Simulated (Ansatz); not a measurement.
## Geometry relaxation, with input and output: ZnSe (part 3 of 3)

The same run, continued: ZnSe (slab, 16 atoms in the cell); DFT PBE+D3(BJ), scalar-relativistic, plane waves, PAW, no spin polarisation (Ansatz 0.2.0); cutoff 420 eV, 2×3×1 k-mesh, Gaussian smearing of 0.05 eV. The structure derives from an entry of the Crystallography Open Database. The input holds or restrains some coordinates. Forces given for the steps count only the free coordinates. It belongs to a series of runs on one base structure; here: clean slab, lower planes held.

### Trajectory as extended XYZ (Å, eV, eV/Å), 5 frames, from step=1 to step=5
```
16
Lattice="7.9973 0.0000 0.0000 0.0000 5.6549 0.0000 0.0000 0.0000 21.9980" Properties=species:S:1:pos:R:3:forces:R:3 step=1 energy=-70316.23792
Zn    1.9993    2.8275    8.0000    0.0000  -0.8835   1.0155
Zn    5.9980    2.8275    8.0000    0.0000  -0.8835   1.0155
Se    3.9986    1.4137    8.0000    0.0000   0.4003  -0.8727
Se    0.0000    1.4137    8.0000    0.0000   0.4003  -0.8727
Zn    3.9986    0.0000    9.9993    0.0000   0.0947  -0.0339
Zn    0.0000    0.0000    9.9993    0.0000   0.0947  -0.0339
Se    5.9980    4.2412    9.9993    0.0000   0.3884  -0.4156
Se    1.9993    4.2412    9.9993    0.0000   0.3884  -0.4156
Zn    5.9980    2.8275   11.9986    0.0000   0.0947   0.0339
Zn    1.9993    2.8275   11.9986    0.0000   0.0947   0.0339
Se    0.0000    1.4137   11.9986    0.0000   0.3884   0.4157
Se    3.9986    1.4137   11.9986    0.0000   0.3884   0.4157
Zn    0.0000    0.0000   13.9980    0.0000  -0.8834  -1.0155
Zn    3.9986    0.0000   13.9980    0.0000  -0.8834  -1.0155
Se    1.9993    4.2412   13.9980    0.0000   0.4003   0.8727
Se    5.9980    4.2412   13.9980    0.0000   0.4003   0.8727
16
Lattice="7.9973 0.0000 0.0000 0.0000 5.6549 0.0000 0.0000 0.0000 21.9980" Properties=species:S:1:pos:R:3:forces:R:3 step=2 energy=-70316.82379
Zn    1.9993    2.8275    8.0000    0.0000  -0.9294   1.0050
Zn    5.9980    2.8275    8.0000    0.0000  -0.9294   1.0050
Se    3.9986    1.4137    8.0000    0.0000   0.4268  -0.9015
Se    0.0000    1.4137    8.0000    0.0000   0.4268  -0.9015
Zn    3.9986    0.0000    9.9993    0.0000   0.2562   0.0882
Zn    0.0000    0.0000    9.9993    0.0000   0.2562   0.0882
Se    5.9980    4.2412    9.9993    0.0000   0.4256  -0.3005
Se    1.9993    4.2412    9.9993    0.0000   0.4256  -0.3005
Zn    5.9980    2.8734   12.0365    0.0000   0.1038   0.1986
Zn    1.9993    2.8734   12.0365    0.0000   0.1038   0.1986
Se    0.0000    1.4657   12.0060    0.0000  -0.0130   0.2188
Se    3.9986    1.4657   12.0060    0.0000  -0.0130   0.2188
Zn    0.0000   -0.1270   13.8503    0.0000  -0.4471  -0.6602
Zn    3.9986   -0.1270   13.8503    0.0000  -0.4471  -0.6602
Se    1.9993    4.1997   14.1204    0.0000   0.1772   0.3520
Se    5.9980    4.1997   14.1204    0.0000   0.1772   0.3520
16
Lattice="7.9973 0.0000 0.0000 0.0000 5.6549 0.0000 0.0000 0.0000 21.9980" Properties=species:S:1:pos:R:3:forces:R:3 step=3 energy=-70317.08457
Zn    1.9993    2.8275    8.0000    0.0000  -0.9543   1.0032
Zn    5.9980    2.8275    8.0000    0.0000  -0.9543   1.0032
Se    3.9986    1.4137    8.0000    0.0000   0.4405  -0.9204
Se    0.0000    1.4137    8.0000    0.0000   0.4405  -0.9204
Zn    3.9986    0.0000    9.9993    0.0000   0.3244   0.0981
Zn    0.0000    0.0000    9.9993    0.0000   0.3244   0.0981
Se    5.9980    4.2412    9.9993    0.0000   0.3677  -0.1575
Se    1.9993    4.2412    9.9993    0.0000   0.3677  -0.1575
Zn    5.9980    2.8968   12.0836    0.0000   0.0064   0.1550
Zn    1.9993    2.8968   12.0836    0.0000   0.0064   0.1550
Se    0.0000    1.4725   12.0125    0.0000  -0.0269   0.0138
Se    3.9986    1.4725   12.0125    0.0000  -0.0269   0.0138
Zn    0.0000   -0.2440   13.6945    0.0000  -0.1757  -0.2626
Zn    3.9986   -0.2440   13.6945    0.0000  -0.1757  -0.2626
Se    1.9993    4.1803   14.1875    0.0000   0.0181   0.0705
Se    5.9980    4.1803   14.1875    0.0000   0.0181   0.0705
16
Lattice="7.9973 0.0000 0.0000 0.0000 5.6549 0.0000 0.0000 0.0000 21.9980" Properties=species:S:1:pos:R:3:forces:R:3 step=4 energy=-70317.14629
Zn    1.9993    2.8275    8.0000    0.0000  -0.9573   1.0067
Zn    5.9980    2.8275    8.0000    0.0000  -0.9573   1.0067
Se    3.9986    1.4137    8.0000    0.0000   0.4368  -0.9369
Se    0.0000    1.4137    8.0000    0.0000   0.4368  -0.9369
Zn    3.9986    0.0000    9.9993    0.0000   0.2723  -0.0265
Zn    0.0000    0.0000    9.9993    0.0000   0.2723  -0.0265
Se    5.9980    4.2412    9.9993    0.0000   0.2473  -0.0777
Se    1.9993    4.2412    9.9993    0.0000   0.2473  -0.0777
Zn    5.9980    2.8586   12.0950    0.0000  -0.0310  -0.0180
Zn    1.9993    2.8586   12.0950    0.0000  -0.0310  -0.0180
Se    0.0000    1.4375   11.9972    0.0000  -0.0044   0.0385
Se    3.9986    1.4375   11.9972    0.0000  -0.0044   0.0385
Zn    0.0000   -0.3809   13.5533    0.0000  -0.0307   0.0021
Zn    3.9986   -0.3809   13.5533    0.0000  -0.0307   0.0021
Se    1.9993    4.1085   14.1867    0.0000   0.0672   0.0118
Se    5.9980    4.1085   14.1867    0.0000   0.0672   0.0118
16
Lattice="7.9973 0.0000 0.0000 0.0000 5.6549 0.0000 0.0000 0.0000 21.9980" Properties=species:S:1:pos:R:3:forces:R:3 step=5 energy=-70317.14736
Zn    1.9993    2.8275    8.0000    0.0000  -0.9555   1.0076
Zn    5.9980    2.8275    8.0000    0.0000  -0.9555   1.0076
Se    3.9986    1.4137    8.0000    0.0000   0.4356  -0.9320
Se    0.0000    1.4137    8.0000    0.0000   0.4356  -0.9320
Zn    3.9986    0.0000    9.9993    0.0000   0.2808  -0.0123
Zn    0.0000    0.0000    9.9993    0.0000   0.2808  -0.0123
Se    5.9980    4.2412    9.9993    0.0000   0.2374  -0.0595
Se    1.9993    4.2412    9.9993    0.0000   0.2374  -0.0595
Zn    5.9980    2.8557   12.0989    0.0000  -0.0124  -0.0041
Zn    1.9993    2.8557   12.0989    0.0000  -0.0124  -0.0041
Se    0.0000    1.4344   12.0050    0.0000   0.0208  -0.0045
Se    3.9986    1.4344   12.0050    0.0000   0.0208  -0.0045
Zn    0.0000   -0.3843   13.5558    0.0000  -0.0070   0.0035
Zn    3.9986   -0.3843   13.5558    0.0000  -0.0070   0.0035
Se    1.9993    4.1176   14.1912    0.0000   0.0001   0.0013
Se    5.9980    4.1176   14.1912    0.0000   0.0001   0.0013
```

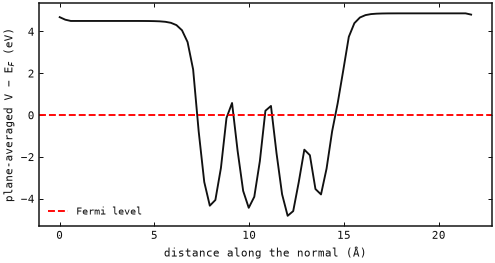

*Plane average of the electrostatic potential energy of an electron across the cell, from the Fermi level.*

The vacuum level lies 4.87 eV above the Fermi level on the upper side and 4.50 eV on the lower.

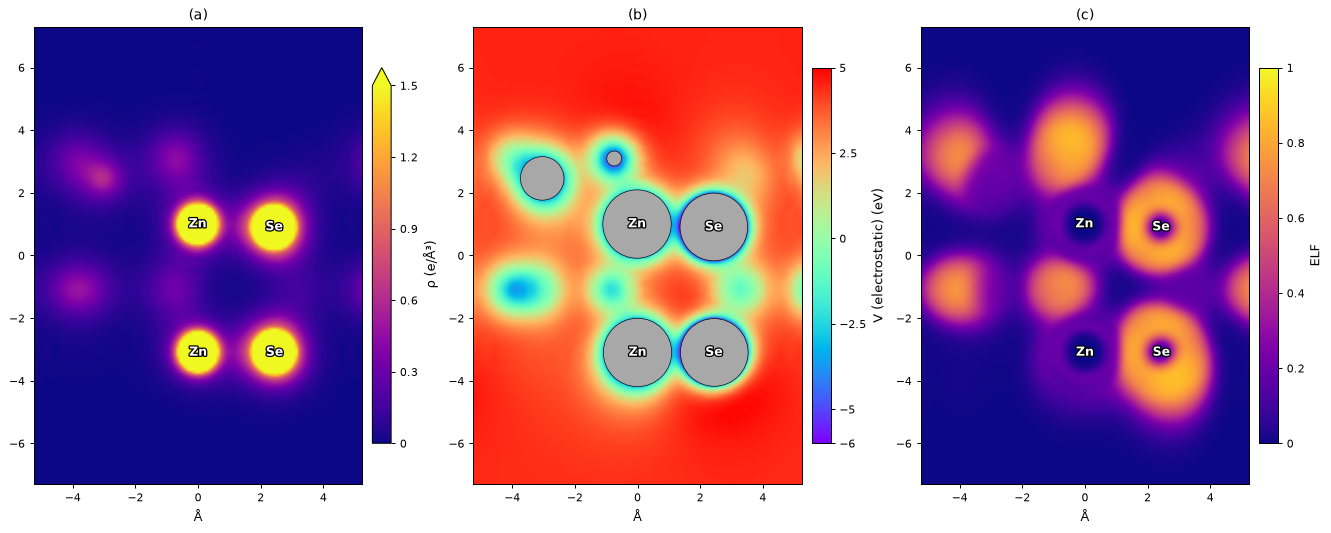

*(a) valence electron density; (b) electrostatic potential energy of an electron; (c) electron localisation function on the (110) plane of the calculation cell, a cut from vacuum to vacuum. Grey discs, where drawn, cover atomic cores.*

Atoms in the plane: Zn and Se. Zn–Se (2.45 Å): ρ is about 0.47 e/Å³ halfway; the ELF is about 0.60 at the midpoint. The density dies away to nearly zero in the vacuum. Core electrons are frozen (PAW), so the fields are smoothed inside the atomic spheres.

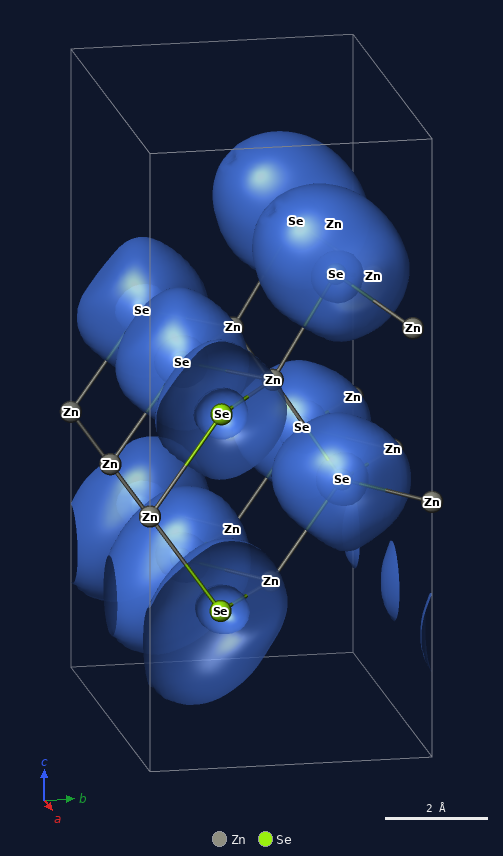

*Isosurface of the ELF at 0.6 (blue), seen slightly off an axis. Core shells and regions of very low density are left out. Sticks mark near contacts.*

Profiles from the grid: Zn–Se (2.39 Å): the ELF is about 0.60 at the midpoint. Zn–Se (2.44 Å): the ELF is about 0.60 at the midpoint.

The run was set up as follows.

### Input file
```yaml
crystal:
  lattice:
    - [7.9972834977, 0.0, 0.0]
    - [0.0, 5.6549333923, 0.0]
    - [0.0, 0.0, 21.9979626233]
  atoms:
    - { symbol: Zn, position: [0.25, 0.5, 0.3636700424] }
    - { symbol: Zn, position: [0.75, 0.5, 0.3636700424] }
    - { symbol: Se, position: [0.5, 0.25, 0.3636700424] }
    - { symbol: Se, position: [0.0, 0.25, 0.3636700424] }
    - { symbol: Zn, position: [0.5, 0.0, 0.4545566808] }
    - { symbol: Zn, position: [0.0, 0.0, 0.4545566808] }
    - { symbol: Se, position: [0.75, 0.75, 0.4545566808] }
    - { symbol: Se, position: [0.25, 0.75, 0.4545566808] }
    - { symbol: Zn, position: [0.75, 0.5, 0.5454433192] }
    - { symbol: Zn, position: [0.25, 0.5, 0.5454433192] }
    - { symbol: Se, position: [0.0, 0.25, 0.5454433192] }
    - { symbol: Se, position: [0.5, 0.25, 0.5454433192] }
    - { symbol: Zn, position: [0.0, 0.0, 0.6363299576] }
    - { symbol: Zn, position: [0.5, 0.0, 0.6363299576] }
    - { symbol: Se, position: [0.25, 0.75, 0.6363299576] }
    - { symbol: Se, position: [0.75, 0.75, 0.6363299576] }
basis:
  ecutwfc: 420
kpoints:
  mp_grid: { grid: [2, 3, 1] }
hamiltonian:
  xc: pbe
  dispersion: d3bj
scf:
  occupations: { method: gaussian, width: 0.05 }
output:
  forces: true
  eigenvalues: true
  write_density: true
  write_potential: true
  elf: true
  volumetric_format: npy
relax:
  adjacent_minimum: "off"
  f_tol: 0.03
  max_steps: 70
  constraints: [{ sites: [0, 1, 2, 3, 4, 5, 6, 7] }]
efield:
  axis: 3
  dipole_correction: true
  ramp_width: 0.04
```

Launch command:
```bash
ansatz run input.yaml --threads 4 --pin off --max-ram 10240MiB --backend cpu --events-out ev --progress --plain --runs-dir out
```

### Key numbers

- outcome: converged under the restraints of the input
- electrons treated: 224
- free energy: −70317.1474 eV
- work function, top face: 4.87 eV
- work function, bottom face: 4.50 eV
- Fermi energy: −0.246 eV
- gap on the k-point mesh: 1.40 eV
- final volume: 994.84 Å³
- work function (upper face): 4.87 eV
- largest force (length of the vector) at the end, held atoms and coordinates included: 1.389 eV/Å
- hardware: 4 threads of Intel Xeon @ 2.50GHz (Skylake/Cascade Lake), 189 GiB of memory available, shared host
- wall time: 3.2 min (CPU time 7.9 min)
- peak memory: 2.2 GiB

### Notes

Warnings of the run: the exchange-correlation potential is rough where the density is thin.
